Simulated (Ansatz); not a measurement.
# LaVO4 (P2_1/c): band gap by G0W0 on HSE06, part 2 of 2

Wanted: the gap of LaVO4 (P2_1/c) with a many-body correction, and the time that it takes.

Ansatz 0.2.0; HSE06, then G0W0 on it, plane waves, PAW. Known limits of the many-body steps: finite bands, screening cutoff and k mesh; no spin-orbit coupling in G0W0; no spin polarisation.

So far. Step 2 (HSE06 levels on the mesh and at listed points): Over mesh and listed points the gap is 5.123 eV, from k = (-0.500, 0.000, 0.000) to k = (-0.500, 0.350, 0.000). The least direct gap found is 5.224 eV, at k = (-0.500, 0.100, 0.000). On the 4×2×2 mesh alone the same run gives 5.144 eV, so that mesh misses an edge of HSE06: 5.144 − 5.123 = +0.021 eV.

In doubt: masses and optical values from hybrid runs of this build are listed as unsure (step 3), which bears on the screening that GW takes from such a start.

## 3. The quasiparticle correction (continued)

Level of this step: G0W0 on HSE06, plane waves, PAW (Ansatz).

Labels follow the order of the start: v1 is the top filled band, c1 the lowest empty one; levels that stay degenerate share a row, the window can cut a multiplet, doubted levels are not marked in this list, bands outside the window were not corrected, and the list may be a part of the corrected levels. The levels before and after the correction (eV, zero at the valence-band top of each column):

```
       conduction bottom  valence top
HSE06               5.14         0.00
 G0W0               6.20         0.00
```

```
                     level  occupation  energy (eV)
HSE06        (-0.5 0 0) v3           2       -0.372
HSE06        (-0.5 0 0) v2           2       -0.314
HSE06        (-0.5 0 0) v1           2        0.000
HSE06        (-0.5 0 0) c1           0        5.244
HSE06        (-0.5 0 0) c2           0        5.280
HSE06        (-0.5 0 0) c3           0        5.388
HSE06     (-0.5 -0.5 0) v3           2       -0.295
HSE06  (-0.5 -0.5 0) v2-v1           2       -0.233
HSE06  (-0.5 -0.5 0) c1-c2           0        5.144
HSE06     (-0.5 -0.5 0) c3           0        5.332
 G0W0        (-0.5 0 0) v3           2       -0.399
 G0W0        (-0.5 0 0) v2           2       -0.372
 G0W0        (-0.5 0 0) v1           2        0.000
 G0W0        (-0.5 0 0) c1           0        6.324
 G0W0        (-0.5 0 0) c2           0        6.367
 G0W0        (-0.5 0 0) c3           0        6.520
 G0W0     (-0.5 -0.5 0) v3           2       -0.313
 G0W0  (-0.5 -0.5 0) v2-v1           2       -0.271
 G0W0  (-0.5 -0.5 0) c1-c2           0        6.196
 G0W0     (-0.5 -0.5 0) c3           0        6.428
```

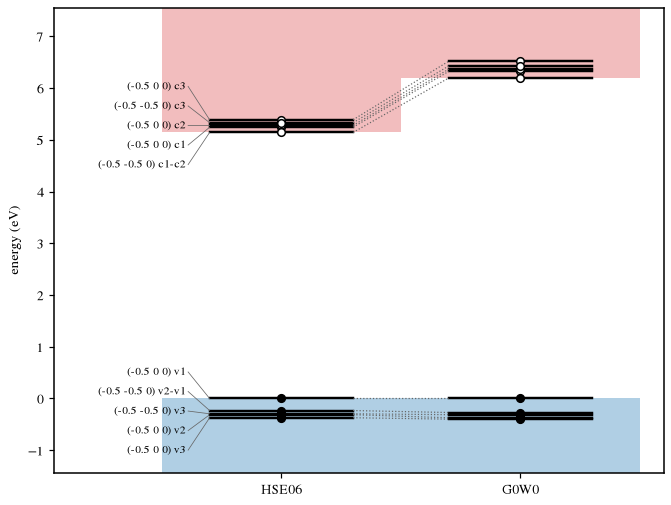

Levels before and after the correction. Shaded: valence and conduction bands. Filled marks are occupied levels, open marks empty ones.

The parts of the quasiparticle energy for the two states that bound the G0W0 gap, in eV on the run's own scale (QP = start + Σx + Σc − Vxc, with Σc at the quasiparticle energy):

```
             edge                        k  band   start       Σx      Σc      Vxc      Z      QP
      valence top   (-0.500, 0.000, 0.000)    96   6.254  −25.713   4.270  −21.804  0.780   6.614
conduction bottom  (-0.500, -0.500, 0.000)    97  11.398  −15.276  −5.312  −22.000  0.780  12.809
```

For a hybrid start, Vxc holds its share of exact exchange.

## 4. Side by side

Each gap is the least one over the points named; times are wall times on shared hosts, not benchmarks. A G0W0 time includes the run's own self-consistent start. Runs with listed points see these and the mesh alone, so an edge that moves elsewhere is missed.

```
     level   mesh       files, cutoff  bands summed, screening                         points  gap (eV)             valence top        conduction bottom  least direct gap (eV)  time
     HSE06  4×2×2  soft_2 PAW, 420 eV                        -         mesh and listed points     5.123  (-0.500, 0.000, 0.000)   (-0.500, 0.350, 0.000)                  5.224  27 s
G0W0@HSE06  2×2×2  soft_2 PAW, 420 eV               558, 72 eV  all 8 irreducible mesh points     6.196  (-0.500, 0.000, 0.000)  (-0.500, -0.500, 0.000)                  6.324  47 s
```

Computed less measured, in eV, for the reports listed at the start; nothing is added to the computed values:

```
                         row  computed (eV)  3.5 ± 0.2 eV (quoted 2021)  3.4 eV (2021)
                  HSE06, gap          5.123                      +1.623         +1.723
             G0W0@HSE06, gap          6.196                      +2.696         +2.796
G0W0@HSE06, least direct gap          6.324                      +2.824         +2.924
```

## 5. Summary of results

| Property | Result |
| --- | --- |
| HSE06 gap over mesh and listed points | 5.123 eV, from k = (-0.500, 0.000, 0.000) to k = (-0.500, 0.350, 0.000) |
| G0W0@HSE06 gap over all 8 irreducible mesh points | 6.196 eV, from k = (-0.500, 0.000, 0.000) to k = (-0.500, -0.500, 0.000) |
| GW settings | 2×2×2 mesh, 462 empty bands, screening to 72 eV |
| known limits | finite bands, screening cutoff and k mesh; no spin-orbit coupling in G0W0; no spin polarisation |

**Reading.** Over all 8 irreducible mesh points the G0W0 gap is 6.196 eV, from k = (-0.500, 0.000, 0.000) to k = (-0.500, -0.500, 0.000). The HSE06 gap of this run on the mesh is 5.144 eV. The two states that bound the G0W0 gap lie that far apart at the start, so the correction of the gap is 6.196 − 5.144 = +1.052 eV. The valence state moves by 6.614 − 6.254 = +0.360 eV and the conduction state by 12.809 − 11.398 = +1.411 eV, on the run's own scale; how far single levels stand from their limit in bands is not shown. Over mesh and listed points, HSE06 puts the conduction bottom at k = (-0.500, 0.350, 0.000), where no G0W0 correction was computed. The G0W0 gap over the whole zone is therefore not known from this run; at its settings it can only be equal to or under the 6.196 eV found, and no correction is carried over from another point. For the start itself the gap is 5.123 eV over mesh and listed points and 5.144 eV on the mesh of the G0W0 run, in runs that differ in mesh (4×2×2 and 2×2×2). No second run with other bands and screening cutoff is shown, so the distance to the basis limit is not known. On another start, G0W0@r2SCAN runs of this series (2×2×2 mesh, soft_2 PAW; not shown as steps) give 6.362 eV with 259 bands and 36 eV, 5.882 eV with 558 bands and 72 eV and 5.775 eV with 1091 bands and 120 eV. The program doubts an edge level of G0W0@r2SCAN with 259 bands (2×2×2, soft_2 PAW). G0W0 on other starts in this series, not shown as steps and not all at these settings: 5.882 eV on r2SCAN (2×2×2, soft_2 PAW, 558 bands, 72 eV) and 5.867 eV on LDA (2×2×2, soft_2 PAW, 558 bands, 72 eV). Two runs of this series at another level, not shown as steps, test spin-orbit coupling. r2SCAN+SOC against r2SCAN: 3.913 − 3.913 = +0.000 eV, with the same mesh, set of files (read in its fully relativistic form for the spin-orbit run) and cutoff, and both edges at the same k points. The spin-orbit run sees mesh and listed points alone, so its gap is an upper bound: the coupling can move an edge off these points, and the change over the zone, its sign included where it is small, is not known. What spin-orbit coupling does to the G0W0 levels was not computed, so no sum with the G0W0 gap is formed. Against experiment, G0W0@HSE06 at 6.196 eV lies +2.696 eV from 3.5 ± 0.2 eV (quoted 2021) and +2.796 eV from 3.4 eV (2021). The reports themselves run from 3.4 eV to 3.5 ± 0.2 eV. The differences hold parts that these runs do not separate: finite bands, cutoffs and mesh, points of the zone that were not corrected, the start of G0W0, spin-orbit coupling missing from it, static nuclei, no electron-hole attraction, and what each experiment reads as the gap. How much each gives is not known from the steps shown. The G0W0 runs are scalar-relativistic. The runs have no spin polarisation, and the cell holds V; whether a magnetic state lies lower is not shown here. Where d states form a band edge, one-shot GW is known to depend on its start; the orbital character of the edges was not analysed here. The cell holds La; where the f levels lie against the gap was not analysed here. No pair of G0W0 runs that differ in the mesh alone is shown (2×2×2 is a supercell whose nearest images lie 13 Å apart), so the error from the mesh is not known here. G0W0 is shown with one set of atomic data (soft_2 PAW), so the error from the files is not known here.

[Paths, hosts, dates, memory and timing lines, banners, echoed tables and standing remarks are left out of the program output.]

[Logs are printed without paths, hosts, clocks, repeated set-up lines and the standing remarks that a program may print on its own settings, such as how far it seeks lower states.]

[Runs of the session that timed out or met a known fault of the program may be left out.]

[Cells called generated may have been cut or substituted from an entry of the Crystallography Open Database or the Materials Project.]

[Hosts, paths, dates, database ids (printed as entryN), source tags and the programs' standing remarks are cut or masked in the printed files.]

[Where an RPA ε∞ is given, it is that of the G0W0 mesh and is not shown converged in it. Names of k-points follow the symmetry that the program found, which can be lower than the space group named. Band edges on a path are those of the sampled points; other points can move an edge, and change direct to indirect where valleys lie close.]

[Hybrid gaps are those of their k-mesh and are not shown converged in it.]
